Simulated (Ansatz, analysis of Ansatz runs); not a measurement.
## Reproducing a measured charge-transition level: As-vacancy pair (E centre) in Si

Subject: As-vacancy pair (E centre) in Si. Wanted: its charge-transition level, in one set-up (PBEsol, 64-site cell, PBEsol lattice, 420 eV, k: the single point 1/4 1/4 1/4 then 2x2x2 shifted 0.5 0.5 0.5). The model is a cell of 64 host atoms with 1 site emptied and As put on another atom's site. The level is the Fermi energy at which two charge states have equal formation energy, after a correction for the images of the charge. A local or semilocal functional is the cheapest first rung.

Measured beforehand: (0/-1) level below the conduction-band bottom: 0.47 eV, by DLTS (quoted in “E Center in Silicon Has a Donor Level in the Band Gap”, 2006, A. Nylandsted Larsen et al., quoting earlier work (2002)). The runs below try to reproduce this.

Program: Ansatz 0.2.0. Level of theory: plane-wave PAW DFT, PBEsol; relaxation of all atoms of a defect supercell. Results are calculated unless marked as measured.

## 1. The starting structure

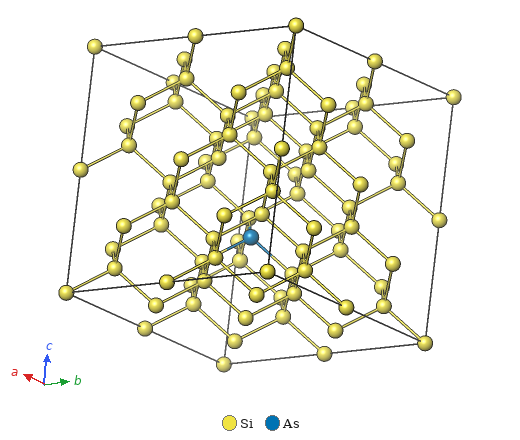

The starting structure, seen from a free direction (silicon yellow, arsenic blue). Bonds to atoms that aren't drawn are left out. Some periodic images of atoms are drawn too.

The cell holds 63 atoms: 62 Si and 1 As. Cell: a = 10.866 Å, b = 10.866 Å, c = 10.866 Å, α = 90.0°, β = 90.0°, γ = 90.0°. It derives from Si (space group Fd-3m). Nearest the centre at fractional (0.375, 0.375, 0.375): Si48 at 2.35 Å, As4 at 2.35 Å, Si41 at 2.35 Å, Si26 at 2.35 Å, Si37 at 3.84 Å, Si22 at 3.84 Å, Si14 at 3.84 Å, Si13 at 3.84 Å.

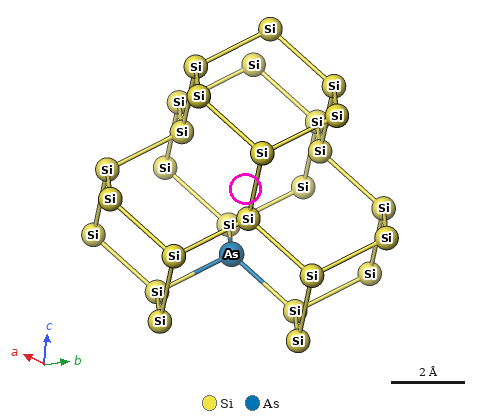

The atoms within 5 Å of the centre. A ring marks the centre wherever it is empty.

The host's primitive cell comes from a first run (plane-wave PAW DFT, PBEsol; relaxation of the host's cell and atoms): vectors of 3.842, 3.842 and 3.842 Å. That is 20.05 Å³ an atom, 0.1 % over the diffraction cell's volume. The supercell is built on it.

## 2. Relaxation, charge 0

Every later number rests on the structure around the defect, so the atoms are relaxed at the host's lattice first.

Contents of relax0/input.yaml:

```yaml
relax:
  f_tol: 0.02
  max_steps: 80
  random_displacement: { amplitude: 0.12, seed: 367 }
crystal:
  lattice:
    - [10.86609542, 0.0, 0.0]
    - [0.0, 10.86609542, 0.0]
    - [0.0, 0.0, 10.86609542]
  atoms:
    - { symbol: Si, position: [0.0, 0.0, 0.25] }
    - { symbol: Si, position: [0.0, 0.25, 0.0] }
    - { symbol: Si, position: [0.25, 0.0, 0.0] }
    - { symbol: As, position: [0.25, 0.25, 0.25] }
    - { symbol: Si, position: [0.125, 0.125, 0.375] }
    - { symbol: Si, position: [0.125, 0.375, 0.125] }
    - { symbol: Si, position: [0.375, 0.125, 0.125] }
    - { symbol: Si, position: [0.0, 0.0, 0.75] }
    - { symbol: Si, position: [0.0, 0.25, 0.5] }
    - { symbol: Si, position: [0.25, 0.0, 0.5] }
    - { symbol: Si, position: [0.25, 0.25, 0.75] }
    - { symbol: Si, position: [0.125, 0.125, 0.875] }
    - { symbol: Si, position: [0.125, 0.375, 0.625] }
    - { symbol: Si, position: [0.375, 0.125, 0.625] }
    - { symbol: Si, position: [0.375, 0.375, 0.875] }
    - { symbol: Si, position: [0.0, 0.5, 0.25] }
    - { symbol: Si, position: [0.0, 0.75, 0.0] }
    - { symbol: Si, position: [0.25, 0.5, 0.0] }
    - { symbol: Si, position: [0.25, 0.75, 0.25] }
    - { symbol: Si, position: [0.125, 0.625, 0.375] }
    - { symbol: Si, position: [0.125, 0.875, 0.125] }
    - { symbol: Si, position: [0.375, 0.625, 0.125] }
    - { symbol: Si, position: [0.375, 0.875, 0.375] }
    - { symbol: Si, position: [0.0, 0.5, 0.75] }
    - { symbol: Si, position: [0.0, 0.75, 0.5] }
    - { symbol: Si, position: [0.25, 0.5, 0.5] }
    - { symbol: Si, position: [0.25, 0.75, 0.75] }
    - { symbol: Si, position: [0.125, 0.625, 0.875] }
    - { symbol: Si, position: [0.125, 0.875, 0.625] }
    - { symbol: Si, position: [0.375, 0.625, 0.625] }
    - { symbol: Si, position: [0.375, 0.875, 0.875] }
    - { symbol: Si, position: [0.5, 0.0, 0.25] }
    - { symbol: Si, position: [0.5, 0.25, 0.0] }
    - { symbol: Si, position: [0.75, 0.0, 0.0] }
    - { symbol: Si, position: [0.75, 0.25, 0.25] }
    - { symbol: Si, position: [0.625, 0.125, 0.375] }
    - { symbol: Si, position: [0.625, 0.375, 0.125] }
    - { symbol: Si, position: [0.875, 0.125, 0.125] }
    - { symbol: Si, position: [0.875, 0.375, 0.375] }
    - { symbol: Si, position: [0.5, 0.0, 0.75] }
    - { symbol: Si, position: [0.5, 0.25, 0.5] }
    - { symbol: Si, position: [0.75, 0.0, 0.5] }
    - { symbol: Si, position: [0.75, 0.25, 0.75] }
    - { symbol: Si, position: [0.625, 0.125, 0.875] }
    - { symbol: Si, position: [0.625, 0.375, 0.625] }
    - { symbol: Si, position: [0.875, 0.125, 0.625] }
    - { symbol: Si, position: [0.875, 0.375, 0.875] }
    - { symbol: Si, position: [0.5, 0.5, 0.25] }
    - { symbol: Si, position: [0.5, 0.75, 0.0] }
    - { symbol: Si, position: [0.75, 0.5, 0.0] }
    - { symbol: Si, position: [0.75, 0.75, 0.25] }
    - { symbol: Si, position: [0.625, 0.625, 0.375] }
    - { symbol: Si, position: [0.625, 0.875, 0.125] }
    - { symbol: Si, position: [0.875, 0.625, 0.125] }
    - { symbol: Si, position: [0.875, 0.875, 0.375] }
    - { symbol: Si, position: [0.5, 0.5, 0.75] }
    - { symbol: Si, position: [0.5, 0.75, 0.5] }
    - { symbol: Si, position: [0.75, 0.5, 0.5] }
    - { symbol: Si, position: [0.75, 0.75, 0.75] }
    - { symbol: Si, position: [0.625, 0.625, 0.875] }
    - { symbol: Si, position: [0.625, 0.875, 0.625] }
    - { symbol: Si, position: [0.875, 0.625, 0.625] }
    - { symbol: Si, position: [0.875, 0.875, 0.875] }
  host:
    repeats: [2, 2, 2]
    atoms:
      - { symbol: Si, position: [0.0, 0.0, 0.5] }
      - { symbol: Si, position: [0.0, 0.5, 0.0] }
      # ... 6 more atoms of the perfect host
basis:
  ecutwfc: 420
  xc_grid: 2
hamiltonian:
  xc: pbesol
kpoints:
  mp_grid: { grid: [1, 1, 1], shift: [0.25, 0.25, 0.25] }
magnetization:
  spin_polarized: true
  initial_magnetization: 1
  spin_locking: { lock_magnetization: hard }
scf:
  occupations: { method: fermi_dirac, width: 0.01 }
  max_iter: 120
output:
  forces: true
  charged_corrections:
    epsilon: 13.29
    static_epsilon: 13.29
    defect_position: [0.3125, 0.3125, 0.3125]
checkpoint:
  write: "../relax0.run"
  compress: false
  write_wavefunctions: true
  write_every: 100000
```

On the command line:

```bash
> ansatz run input.yaml --threads 2 --pin off --max-ram 4710MiB --backend cpu --events-out ev --progress --plain --runs-dir out
```

Numbers of over 12 decimals in the logs are rounded to 6 here.

The program printed:

```text
[... repeated set-up lines and file paths are left out, and long positions are rounded to six places ...]
Engine: ansatz 0.2.0, aarch64-unknown-linux-gnu
Pseudopotentials: kind: paw
Pseudopotential: Si, paw, valence charge 4, recommended cutoff 420 eV (normal), Si.paw.azcp
Pseudopotential: As, paw, valence charge 15, recommended cutoff 420 eV (normal), As.paw.azcp
Functional definition: PBEsol
  exchange = pbesol_x
  correlation = pbesol_c
Crystal: 63 atoms, lattice volume = 1282.982 Å³
Basis set: ecut = 420 eV, 25173 PW (Γ), exchange–correlation on 150×150×150 points (8 copies of the dense FFT grid, shifted against one another)
Bands: 195, of which v1, the nominal top of the filled ones, is band 132 counted from 1 (131 counted from 0)
Symmetry: 1 space group operations
k-points: 1
Non-local potential: Si, projectors of the file, l = 0: 2, l = 1: 2, l = 2: 2
Non-local potential: As, projectors of the file, l = 0: 2, l = 1: 2, l = 2: 3, l = 3: 1
PAW form: soft (Blöchl's): semilocal exchange-correlation on the pseudo side does not see the compensation charge
PAW frozen core: Si, regenerated for the run's functional, and the local potential with it (the file was generated under x = pbe(κ = 0.804, μ = 0.219515), c = pbe(β = 0.066725))
PAW frozen core: As, regenerated for the run's functional, and the local potential with it (the file was generated under x = pbe(κ = 0.804, μ = 0.219515), c = pbe(β = 0.066725))
PAW one-centre angular grid: Si, 110 points (default); XC on 64 Gauss nodes
PAW one-centre angular grid: As, 590 points (default); XC on 64 Gauss nodes
Initial density: superposition of atomic densities (chi_scale 0.1, normalization cell)
Starting moments: Σ|m| = 1 μB on 63 of 63 sites
Initial wavefunctions: pseudopotential atomic-orbital guess
Functional: x = pbesol(κ = 0.804, μ = 0.123457), c = pbesol(β = 0.046)
SCF iter   1: F=—  HF=-43343.661531 eV  |F-HF|=—  |Δ(HF+E_count)|=         —  Δρ=2.27e-2 (↑2.26e-2 ↓2.27e-2)  dr2=2.51e1  dr2_m=1.99e-2  M=1.000 μB ∫|m|=1.001 μB  β_m=0.30  ethr=3.10e-3  ⟨swp⟩=6.0  Hψ=1802  notcnv=0  defer=62
preconditioner: auto → Resta (q_TF=auto, 2.095 Å⁻¹)  ε∞=5.4  [insulator: Δε(μ)=0.163 eV  Ē_g=7.883 eV  σ=0.010 eV  W_gap=1.00  n_scr=202 (ndim 8)  ℏωp=16.5 eV  f_vac=0.000  D(μ)=0.06/eV (n_scr^D=0)  ε∞_Penn≈5.4]
spin=Collinear: Resta preconditioning applied to the charge; magnetization (m = ρ↑ − ρ↓) channel mixes plain (no charge-response kernel on spin).
SCF iter   2: F=—  HF=-43340.364974 eV  |F-HF|=—  |Δ(HF+E_count)|=    3.30e0  Δρ=1.67e-2 (↑1.67e-2 ↓1.67e-2)  dr2=1.34e1  dr2_m=1.29e-2  M=1.000 μB ∫|m|=1.009 μB  β_m=0.65  ethr=3.10e-3  ⟨swp⟩=1.0  Hψ=450  notcnv=0  defer=78
SCF iter   3: F=—  HF=-43336.599148 eV  |F-HF|=—  |Δ(HF+E_count)|=    3.77e0  Δρ=1.32e-3 (↑1.31e-3 ↓1.32e-3)  dr2=1.56e-1  dr2_m=3.45e-4  M=1.000 μB ∫|m|=1.128 μB  β_m=0.68  ethr=3.10e-3  ⟨swp⟩=3.0  Hψ=498  notcnv=0  defer=78
SCF iter   4: F=—  HF=-43336.616081 eV  |F-HF|=—  |Δ(HF+E_count)|=   1.69e-2  Δρ=7.38e-4 (↑7.38e-4 ↓6.66e-4)  dr2=3.20e-2  dr2_m=2.71e-4  M=1.000 μB ∫|m|=1.142 μB  β_m=0.84  ethr=5.95e-5  ⟨swp⟩=3.0  Hψ=639  notcnv=0  defer=114
SCF iter   5: F=—  HF=-43336.630541 eV  |F-HF|=—  |Δ(HF+E_count)|=   1.45e-2  Δρ=2.33e-4 (↑2.33e-4 ↓2.08e-4)  dr2=8.45e-3  dr2_m=2.96e-5  M=1.000 μB ∫|m|=1.161 μB  β_m=0.81  ethr=1.22e-5  ⟨swp⟩=3.0  Hψ=558  notcnv=0  defer=114
SCF iter   6: F=—  HF=-43336.630693 eV  |F-HF|=—  |Δ(HF+E_count)|=   1.52e-4  Δρ=2.60e-4 (↑2.60e-4 ↓6.19e-5)  dr2=5.62e-3  dr2_m=1.64e-4  M=1.000 μB ∫|m|=1.185 μB  β_m=0.67  ethr=3.21e-6  ⟨swp⟩=2.0  Hψ=611  notcnv=0  defer=114
SCF iter   7: F=—  HF=-43336.630436 eV  |F-HF|=—  |Δ(HF+E_count)|=   2.57e-4  Δρ=7.88e-5 (↑7.88e-5 ↓3.74e-5)  dr2=2.04e-4  dr2_m=2.67e-5  M=1.000 μB ∫|m|=1.185 μB  β_m=0.79  ethr=2.14e-6  ⟨swp⟩=1.5  Hψ=337  notcnv=0  defer=114
SCF iter   8: F=—  HF=-43336.630536 eV  |F-HF|=—  |Δ(HF+E_count)|=   1.01e-4  Δρ=5.64e-5 (↑5.64e-5 ↓2.21e-5)  dr2=9.85e-5  dr2_m=1.55e-5  M=1.000 μB ∫|m|=1.192 μB  β_m=0.82  ethr=7.76e-8  ⟨swp⟩=2.0  Hψ=539  notcnv=0  defer=114
SCF iter   9: F=—  HF=-43336.630568 eV  |F-HF|=—  |Δ(HF+E_count)|=   3.12e-5  Δρ=3.65e-5 (↑3.65e-5 ↓1.34e-5)  dr2=3.35e-5  dr2_m=6.90e-6  M=1.000 μB ∫|m|=1.197 μB  β_m=0.91  ethr=3.75e-8  ⟨swp⟩=2.0  Hψ=540  notcnv=0  defer=114
SCF iter  10: F=—  HF=-43336.630590 eV  |F-HF|=—  |Δ(HF+E_count)|=   2.22e-5  Δρ=2.15e-5 (↑2.15e-5 ↓6.83e-6)  dr2=1.59e-5  dr2_m=2.13e-6  M=1.000 μB ∫|m|=1.202 μB  β_m=0.96  ethr=1.28e-8  ⟨swp⟩=2.5  Hψ=541  notcnv=0  defer=114
SCF iter  11: F=—  HF=-43336.630597 eV  |F-HF|=—  |Δ(HF+E_count)|=   7.36e-6  Δρ=5.19e-6 (↑5.19e-6 ↓1.99e-6)  dr2=1.26e-6  dr2_m=1.16e-7  M=1.000 μB ∫|m|=1.206 μB  β_m=0.98  ethr=3.80e-9  ⟨swp⟩=4.0  Hψ=1021  notcnv=0
SCF iter  12: F=-43336.630597 eV  HF=-43336.630598 eV  |F-HF|=1.84e-7  |Δ(HF+E_count)|=   3.34e-7  Δρ=1.87e-6 (↑1.87e-6 ↓7.81e-7)  dr2=2.38e-7  dr2_m=1.39e-8  M=1.000 μB ∫|m|=1.206 μB  ethr=4.80e-10  ⟨swp⟩=3.0  Hψ=865  notcnv=0
SCF 1 converged in 12 iterations: F = -43336.630597 eV  dr2 = 2.38e-7
  greatest PAW one-centre occupation: 0.999 electrons in one spin orbital (limit 2), on the As atom at site 3 (counted from 0), in its partial waves of l = 2
relax step   1: F+E_penalty+E_count = -43336.63059739 eV  Δ(F+E_penalty+E_count) = +0.000e0 eV  max|allowed force component| = 2.552e0 eV/Å  Δτ_max = 0.0000 Å  (12 SCF iters, dr2 threshold 1.00e-5 eV, accepted)
[... the SCF cycles and remarks between the steps are left out from here to the last step ...]
relax step   2: F+E_penalty+E_count = -43342.38415490 eV  Δ(F+E_penalty+E_count) = -5.754e0 eV  max|allowed force component| = 1.013e0 eV/Å  Δτ_max = 0.1970 Å  (10 SCF iters, dr2 threshold 1.00e-4 eV, accepted)
relax step   3: F+E_penalty+E_count = -43342.95835175 eV  Δ(F+E_penalty+E_count) = -5.742e-1 eV  max|allowed force component| = 2.801e-1 eV/Å  Δτ_max = 0.2000 Å  (6 SCF iters, dr2 threshold 6.41e-5 eV, accepted)
relax step   4: F+E_penalty+E_count = -43343.03270487 eV  Δ(F+E_penalty+E_count) = -7.435e-2 eV  max|allowed force component| = 9.406e-2 eV/Å  Δτ_max = 0.0906 Å  (9 SCF iters, dr2 threshold 6.00e-6 eV, accepted)
relax step   5: F+E_penalty+E_count = -43343.04521754 eV  Δ(F+E_penalty+E_count) = -1.251e-2 eV  max|allowed force component| = 5.458e-2 eV/Å  Δτ_max = 0.0343 Å  (9 SCF iters, dr2 threshold 6.77e-7 eV, accepted)
relax step   6: F+E_penalty+E_count = -43343.04861837 eV  Δ(F+E_penalty+E_count) = -3.401e-3 eV  max|allowed force component| = 5.233e-2 eV/Å  Δτ_max = 0.0258 Å  (9 SCF iters, accepted)
relax step   7: F+E_penalty+E_count = -43343.05304597 eV  Δ(F+E_penalty+E_count) = -4.428e-3 eV  max|allowed force component| = 3.555e-2 eV/Å  Δτ_max = 0.0693 Å  (9 SCF iters, dr2 threshold 9.22e-7 eV, accepted)
relax step   8: F+E_penalty+E_count = -43343.00137663 eV  Δ(F+E_penalty+E_count) = +5.167e-2 eV  max|allowed force component| = 3.358e-1 eV/Å  Δτ_max = 0.1240 Å  (9 SCF iters, dr2 threshold 5.83e-7 eV, rejected (line search))
SCF iter   1: F=—  HF=-43343.064164 eV  |F-HF|=—  |Δ(HF+E_count)|=         —  Δρ=7.56e-4 (↑7.56e-4 ↓7.34e-4)  dr2=4.04e-2  dr2_m=1.36e-4  M=1.000 μB ∫|m|=1.109 μB  β_m=0.30  ethr=1.47e-4  ⟨swp⟩=7.0  Hψ=1247  notcnv=0  defer=36
SCF iter   2: F=—  HF=-43343.058906 eV  |F-HF|=—  |Δ(HF+E_count)|=   5.26e-3  Δρ=5.32e-4 (↑5.32e-4 ↓5.17e-4)  dr2=1.66e-2  dr2_m=7.24e-5  M=1.000 μB ∫|m|=1.109 μB  β_m=0.59  ethr=1.54e-5  ⟨swp⟩=2.0  Hψ=457  notcnv=0  defer=114
SCF iter   3: F=—  HF=-43343.055559 eV  |F-HF|=—  |Δ(HF+E_count)|=   3.35e-3  Δρ=9.15e-5 (↑9.15e-5 ↓8.49e-5)  dr2=3.32e-4  dr2_m=5.28e-6  M=1.000 μB ∫|m|=1.111 μB  β_m=0.72  ethr=6.30e-6  ⟨swp⟩=3.0  Hψ=493  notcnv=0  defer=114
SCF iter   4: F=—  HF=-43343.055585 eV  |F-HF|=—  |Δ(HF+E_count)|=   2.61e-5  Δρ=2.29e-5 (↑2.29e-5 ↓2.22e-5)  dr2=3.24e-5  dr2_m=5.75e-7  M=1.000 μB ∫|m|=1.111 μB  β_m=0.76  ethr=1.26e-7  ⟨swp⟩=2.0  Hψ=539  notcnv=0  defer=114
SCF iter   5: F=—  HF=-43343.054622 eV  |F-HF|=—  |Δ(HF+E_count)|=   9.63e-4  Δρ=9.28e-6 (↑9.28e-6 ↓5.87e-6)  dr2=4.76e-6  dr2_m=2.34e-7  M=1.000 μB ∫|m|=1.111 μB  β_m=0.76  ethr=1.23e-8  ⟨swp⟩=2.0  Hψ=539  notcnv=0  defer=114
SCF iter   6: F=—  HF=-43343.054622 eV  |F-HF|=—  |Δ(HF+E_count)|=   1.10e-7  Δρ=2.96e-6 (↑2.96e-6 ↓2.84e-6)  dr2=3.70e-7  dr2_m=4.76e-8  M=1.000 μB ∫|m|=1.111 μB  β_m=0.83  ethr=1.81e-9  ⟨swp⟩=2.0  Hψ=539  notcnv=0  defer=114
iter 7 did not close the SCF: its close was put off for a magnetic moment that had not settled (scf_convergence_deferred on its scf_iter line)
SCF iter   7: F=-43343.054623 eV  HF=-43343.054623 eV  |F-HF|=9.57e-9  |Δ(HF+E_count)|=   2.34e-7  Δρ=1.51e-6 (↑1.51e-6 ↓1.06e-6)  dr2=5.24e-8  dr2_m=1.37e-8  M=1.000 μB ∫|m|=1.111 μB  β_m=0.91  ethr=3.80e-11  ⟨swp⟩=4.0  Hψ=1115  notcnv=0
iter 8 did not close the SCF: its close was put off for a magnetic moment that had not settled (scf_convergence_deferred on its scf_iter line)
SCF iter   8: F=-43343.054623 eV  HF=-43343.054623 eV  |F-HF|=4.11e-9  |Δ(HF+E_count)|=   5.54e-8  Δρ=5.93e-7 (↑5.93e-7 ↓3.61e-7)  dr2=1.08e-8  dr2_m=2.24e-9  M=1.000 μB ∫|m|=1.111 μB  β_m=0.96  ethr=1.99e-11  ⟨swp⟩=2.0  Hψ=1057  notcnv=0
iter 9 did not close the SCF: its close was put off for a magnetic moment that had not settled (scf_convergence_deferred on its scf_iter line)
SCF iter   9: F=-43343.054623 eV  HF=-43343.054623 eV  |F-HF|=6.11e-10  |Δ(HF+E_count)|=   6.84e-9  Δρ=2.01e-7 (↑2.01e-7 ↓1.72e-7)  dr2=1.14e-9  dr2_m=3.42e-10  M=1.000 μB ∫|m|=1.111 μB  β_m=0.98  ethr=4.11e-12  ⟨swp⟩=1.5  Hψ=938  notcnv=0
SCF iter  10: F=-43343.054623 eV  HF=-43343.054623 eV  |F-HF|=3.27e-10  |Δ(HF+E_count)|=   1.06e-9  Δρ=1.22e-7 (↑1.22e-7 ↓5.72e-8)  dr2=5.49e-10  dr2_m=8.13e-11  M=1.000 μB ∫|m|=1.111 μB  ethr=1.00e-12  ⟨swp⟩=1.0  Hψ=937  notcnv=0
SCF 9 converged in 10 iterations: F = -43343.054623 eV  dr2 = 5.49e-10
relax step   9: F+E_penalty+E_count = -43343.05462275 eV  Δ(F+E_penalty+E_count) = -1.577e-3 eV  max|allowed force component| = 1.291e-2 eV/Å  Δτ_max = 0.0354 Å  (10 SCF iters, accepted)
NSCF: frozen V_eff on 1 k-points
the band table was solved once a step of the walk had ended and its energy, with any forces and stress, was formed, with the checks that follow a solve (1918 applications of the Hamiltonian). They found nothing against the state; [...]
SCF converged after 10 iterations
Stability checked in part: among states of this total moment the steps that led to this state did not find it unstable. No probe was made; neither looks for a lower state of another moment (fixed_total_moment; see scf.lower_state_search)
Magnetization: 1.0000 μB (132.0000 up, 131.0000 down)
Absolute magnetization: 1.1138 μB (∫|ρ↑−ρ↓|, with the PAW one-centre terms)
Spin contamination: 0.0035 ħ² per cell (⟨S²⟩ above its minimum at these occupations)
Per-site moments (μB) at R_I (Å): [(-1.7998237600840603e-5, 0.968339), (0.00127556, 0.969384), (-2.3259289109187246e-5, 0.968432), [... 60 left out ...]
Free energy (F): -43343.054623 eV
Harris-Foulkes:  -43343.054623 eV  (|F-HF|=3.27e-10)
Internal energy: -43343.054621 eV  (E = F + TS)
E sigma→0 (E₀):  -43343.054622 eV
Entropy (-TS):   -0.000001 eV (-0.000 meV/atom)
Fermi energy:    6.425985 (↑ 6.426056, ↓ 6.126761) eV
--- Per-component energies (eV) ---
  E_band       = -33.057522
  E_kinetic    = 2581.993487
  E_local      = -4507.944698  (includes V_loc(G=0)·N_el)
  E_nonlocal   = 942.372790
  E_hartree    = 1920.568166
  E_xc         = -3460.525381
  E_vxc        = -2971.842914  (∫ρ·V_xc dr)
  E_paw        = -32724.375016  (= ΣΔE_a)
  E_vpaw       = 81.226784  (= ΣTr[D̂ρ^β])
  E_aug_tail   = 0.000383  (compensation charges beyond the density's cutoff)
  E_ewald      = -8098.067542
  E_core_change = 2.923189  (= ΣΔE_core)
  E_smearing   = -0.000001  (= −TS)
  E_closure    = 0.000000  (closes the sum)
  Σ components = -43343.054623   (vs F -43343.054623, Δ=0.00e0)
--- Forces (eV/Å), atoms counted from 1 ---
  atom   1  Si    -0.00033838     0.00085877     0.00010170
  atom   2  Si     0.00227575    -0.00154323     0.00158238
  [... 1 atom left out ...]
  atom   4  As     0.00649363     0.00068281     0.00221274
  atom   5  Si     0.00038906    -0.00023764     0.00205760
  atom   6  Si    -0.00196301     0.00053208    -0.00297274
  atom   7  Si    -0.00206561     0.00282230     0.00308063
  [... 10 atoms left out ...]
  atom  18  Si    -0.00367216     0.00196891     0.00074785
  [... 1 atom left out ...]
  atom  20  Si     0.00010980    -0.00126475    -0.00346425
  [... 5 atoms left out ...]
  atom  26  Si    -0.01124791    -0.00058262     0.00569314
  [... 6 atoms left out ...]
  atom  33  Si    -0.00109213    -0.00458912     0.00095952
  [... 7 atoms left out ...]
  atom  41  Si     0.00369395    -0.00473980    -0.00063945
  [... 6 atoms left out ...]
  atom  48  Si    -0.00149638    -0.01291266     0.00080889
  [... 15 atoms left out ...]
  max |Σ_I F_I| component: 2.88e-6 eV/Å
--- Band table (eV) ---
  k-point 0 ↑: bands = ["-29.2555", "-29.2541", "-29.2387", "-29.2378", [... 187 left out ...] "9.9512", "10.1494", "10.1604", "10.1902"]
  k-point 0 ↓: bands = ["-29.2554", "-29.2541", "-29.2384", "-29.2382", [... 187 left out ...] "9.9682", "10.1589", "10.1772", "10.1988"]
--- Relaxed structure (9 steps of the walk, 8 accepted, 0 SCFs on fresh bases) ---
  F+E_penalty+E_count = -43343.05462275 eV   max|allowed force component| = 1.291e-2 eV/Å
  atoms:
    - { symbol: Si, position: [-0.001837, 0.000269, 0.247760] }
    - { symbol: Si, position: [-0.000394, 0.248346, -0.000384] }
    [... 1 atom left out ...]
    - { symbol: As, position: [0.267630, 0.265940, 0.267633] }
    - { symbol: Si, position: [0.126497, 0.125507, 0.369557] }
    - { symbol: Si, position: [0.126660, 0.369054, 0.126647] }
    - { symbol: Si, position: [0.369617, 0.125504, 0.126404] }
    [... 10 atoms left out ...]
    - { symbol: Si, position: [0.248895, 0.497159, 0.001045] }
    [... 1 atom left out ...]
    - { symbol: Si, position: [0.129461, 0.621583, 0.372136] }
    [... 5 atoms left out ...]
    - { symbol: Si, position: [0.271976, 0.495692, 0.479945] }
    [... 6 atoms left out ...]
    - { symbol: Si, position: [0.496692, 0.249914, 0.002262] }
    [... 7 atoms left out ...]
    - { symbol: Si, position: [0.493015, 0.255397, 0.493244] }
    [... 6 atoms left out ...]
    - { symbol: Si, position: [0.480418, 0.496249, 0.271310] }
    [... 15 atoms left out ...]
```

Wall time 8.6 min (2 threads of Arm Neoverse V1, shared host); peak memory 2.7 GiB.

[end of part 1 of 2]

[Logs are printed without paths, hosts, clocks, repeated set-up lines and the standing remarks that a program may print on its own settings, such as how far it seeks lower states.]

[Hosts, paths, dates, database ids (printed as entryN), source tags and the programs' standing remarks are cut or masked in the printed files.]

[For some hosts the program warned that the k-mesh of the response run may be too coarse for force constants and the static dielectric constant; such warnings are not shown here.]
